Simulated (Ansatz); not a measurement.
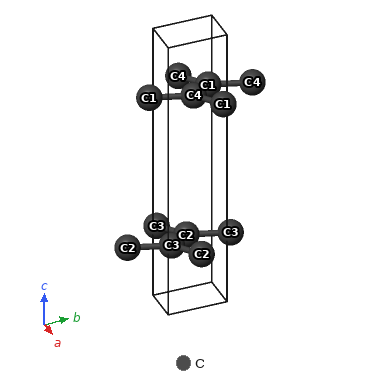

The system is C (Cmme, No. 67; 4 atoms in the cell); the picture shows the reference structure. The energy is mapped over volume and the cell's shape. First axis: volume per atom. Second axis: stretch along a over the lengths across it, relative to the relaxed cell. Nothing is relaxed (fractional coordinates fixed). The grid has 7 × 7 points. Points are written as (first, second). Energies: meV/atom, counted from the lowest grid point. These are results of DFT PBE, scalar-relativistic, plane waves, PAW in Ansatz, not measurements. Settings: cutoff 520 eV, k-mesh 21×21×6 in the order of the run's cell vectors, gaussian smearing 0.15 eV, no spin polarisation.

Its coordinates:

```yaml
crystal:
  lattice:
    - [1.23328, -2.13604, 0.00000]
    - [1.23328, 2.13604, 0.00000]
    - [0.00000, 0.00000, 8.70702]
  atoms:
    - { symbol: C, position: [0.08333, 0.91667, 0.75030] }
    - { symbol: C, position: [0.58333, 0.41667, 0.24970] }
    - { symbol: C, position: [0.91667, 0.08333, 0.24970] }
    - { symbol: C, position: [0.41667, 0.58333, 0.75030] }
```

Range: volume per atom from 9.63 to 13.30 Å³; stretch along a over the lengths across it, relative to the relaxed cell from 0.923 to 1.083.

What landscape does the calculation give?

Answer. The lowest grid point is at (11.47 Å³, 1.000). No other kind of well shows on this grid. The highest grid point, (9.63 Å³, 0.923), lies 487 meV/atom above the lowest. Round the minimum the valley is somewhat tilted: raising volume per atom shifts the best value of the second coordinate downwards (coupling k₁₂/√(k₁₁k₂₂) about 0.4).

```csv
"second ↓, first →",9.63,10.24,10.86,11.47,12.08,12.69,13.30
1.083,240,129,83,88,133,208,307
1.055,220,98,43,40,77,147,241
1.027,224,89,22,10,39,102,190
1.000,252,102,23,0,20,74,155
0.974,305,139,46,10,19,64,136
0.948,383,199,91,42,39,73,136
0.923,487,284,159,95,80,102,155
```

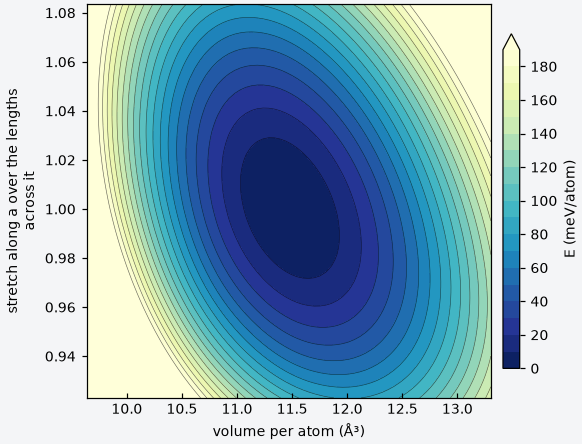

The picture shows filled contours, one colour for all values above the top of the scale. Between grid points the surface is interpolated.

Each point was launched as `ansatz run input.yaml --threads 2 --pin off --max-ram 4096MiB --backend cpu --events-out ev --progress --plain --runs-dir out`. The whole map (49 points run) took 11 min on 2 threads of Arm Neoverse V1 (shared host).

PAW datasets: the set soft_1.
